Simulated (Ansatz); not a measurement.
SnO2 (space group Fm-3m, No. 225). Coordinates: coordinates from a relaxation with DFT PBEsol, scalar-relativistic, plane waves, PAW in Ansatz; the starting structure was generated, so it need not be a known form of this composition.

```yaml
crystal:
  lattice:
    - [5.08510, 0.00000, 0.00000]
    - [0.00000, 5.08510, 0.00000]
    - [0.00000, 0.00000, 5.08510]
  atoms:
    - { symbol: Sn, position: [0.00000, 0.00000, 0.00000] }
    - { symbol: O, position: [0.25000, 0.75000, 0.75000] }
    - { symbol: O, position: [0.25000, 0.25000, 0.75000] }
    - { symbol: Sn, position: [0.00000, 0.50000, 0.50000] }
    - { symbol: O, position: [0.25000, 0.25000, 0.25000] }
    - { symbol: O, position: [0.25000, 0.75000, 0.25000] }
    - { symbol: Sn, position: [0.50000, 0.00000, 0.50000] }
    - { symbol: O, position: [0.75000, 0.75000, 0.25000] }
    - { symbol: O, position: [0.75000, 0.25000, 0.25000] }
    - { symbol: Sn, position: [0.50000, 0.50000, 0.00000] }
    - { symbol: O, position: [0.75000, 0.25000, 0.75000] }
    - { symbol: O, position: [0.75000, 0.75000, 0.75000] }
```

Bonds are taken as O–Sn below 2.5 Å. The graph is simplified in the usual way: terminal and isolated atoms are pruned, two-connected atoms become edges.

What net does this leave?

The result is a binodal (4,8)-connected, three-periodic net: O is a 4-connected node; Sn is an 8-connected node, in the ratio 2:1. It is the flu net, known from fluorite. It is a single net, without interpenetration.

```json
{"node": "O", "links": "4", "point symbol": "4⁶", "coordination sequence": "4 22 24 82 64 182 124 322 204 502"}
{"node": "Sn", "links": "8", "point symbol": "4¹²·6¹²·8⁴", "coordination sequence": "8 12 48 42 128 92 248 162 408 252"}
```

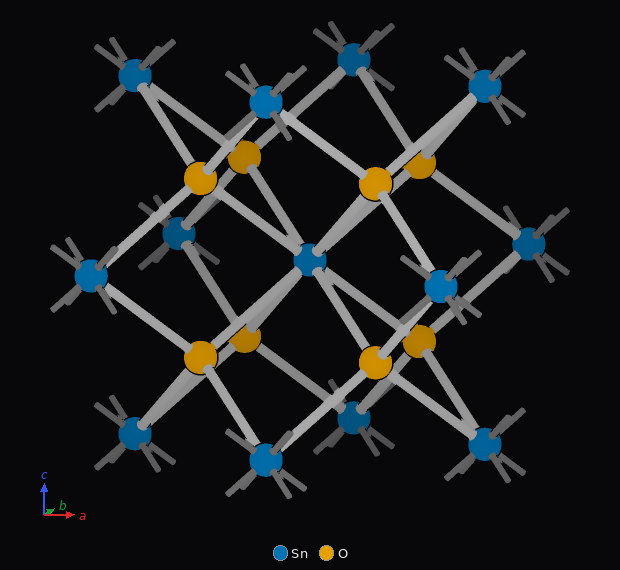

Nodes are coloured by topological kind. Short stubs are edges that leave the cut-out.
